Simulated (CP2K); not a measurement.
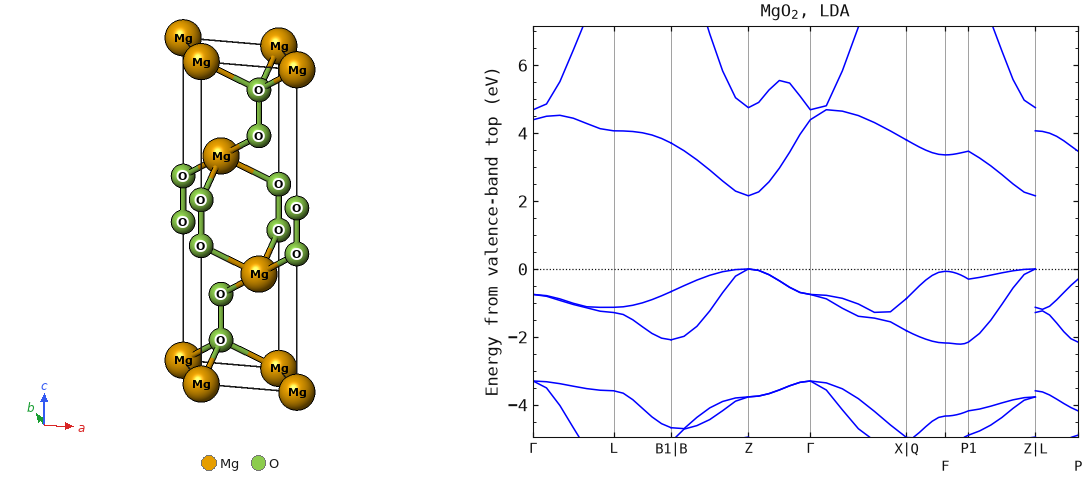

Write a caption that states what the plot shows.

Band structure of MgO₂, space group R-3m, 3 atoms in the primitive cell (a = 3.210 Å, c = 10.482 Å (hexagonal axes)), beside the structure. Computed with CP2K: LDA, GTH_POTENTIALS Mg GTH-PADE-q10, O GTH-PADE-q6; TZVP-MOLOPT-PBE-GTH basis, no spin polarisation, no spin-orbit coupling, 10×10×10 k mesh. Energies are counted from the top of the valence band. The path has few k points, so lines between them are rough.

A semiconductor. The gap along this path is 2.15 eV and direct: both edges lie at Z. At F the top valence band lies only 0.07 eV lower. Two bands meet at the valence-band top at Z: it is doubly degenerate (spin aside). The top valence band spans 1.3 eV and the lowest conduction band 2.5 eV. The direct gaps are 5.14 eV at Γ, 5.20 eV at L and 2.15 eV at Z.

The basis of atomic orbitals isn't converged, which shifts gaps and empty levels. LDA, GGA and most meta-GGA functionals understate gaps. The cell is at −7 GPa in this functional and basis. The cell comes from a database of computed structures, and whether it is the stable form of this composition wasn't checked. In reduced coordinates of the cell that was run, L is (0.5, 0, 0), B1 is (0.5, 0.214, −0.214), B is (0.786, 0.5, 0.214), Z is (0.5, 0.5, 0.5), X is (0.357, 0, −0.357), Q is (0.643, 0.357, 0), F is (0.5, 0.5, 0), P1 is (0.643, 0.643, 0.214) and P is (0.786, 0.357, 0.357).
